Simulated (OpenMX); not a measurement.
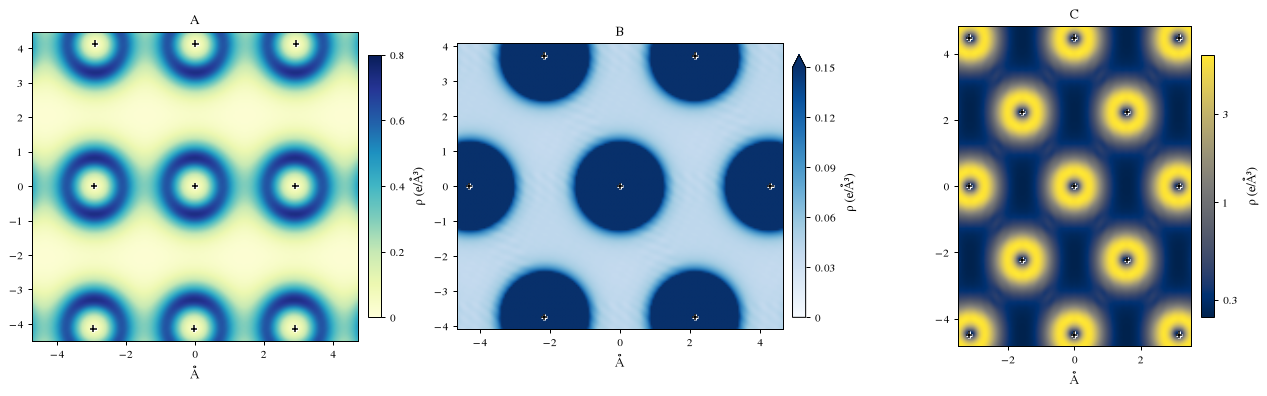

The valence electron density of 3 systems, each on a plane through atoms (crosses mark nuclei in the plane).

All numbers below come from Kohn-Sham DFT of a periodic cell, PBE, OpenMX 2013 PBE set in OpenMX.

System 1: Sr, the (001) plane of the conventional cell. Space group P-1; changed on purpose from its base cell (scf.Mixing.History and scf.Mixing.StartPulay = 3 3; atoms moved at random by about 0.1 A).

System 2: I, the (001) plane of the conventional cell. Space group P-1; a structure from a database of computed crystals, not necessarily the ambient phase; changed on purpose from its base cell (cell strained at random at fixed volume).

System 3: Mo, the (101) plane of the conventional cell. Space group Im-3m; a structure from a database of computed crystals, not necessarily the ambient phase; computed pressure about 3 GPa in this cell.

```cif
data_structure
_symmetry_space_group_name_H-M 'P 1'
_symmetry_Int_Tables_number 1
_cell_length_a 3.1676
_cell_length_b 3.1676
_cell_length_c 3.1676
_cell_angle_alpha 90.000
_cell_angle_beta 90.000
_cell_angle_gamma 90.000
_cell_volume 31.78
loop_
_atom_site_label
_atom_site_type_symbol
_atom_site_fract_x
_atom_site_fract_y
_atom_site_fract_z
_atom_site_occupancy
Mo1 Mo 0.00000 0.00000 0.00000 1
Mo2 Mo 0.50000 0.50000 0.50000 1
```

Match each panel to its system.

Panel A is system 2, I: the plane holds I. I–I (2.92 Å): the density is about 0.3 e/Å³ at the midpoint. Panel B is system 1, Sr: the plane holds Sr. Sr–Sr (4.31 Å): ρ at the midpoint is about 0.04 e/Å³. Panel C is system 3, Mo: the plane holds Mo. Mo–Mo (2.74 Å): the density is about 0.41 e/Å³ at the midpoint, with its minimum of 0.36 e/Å³ about 1.5 Å from Mo.
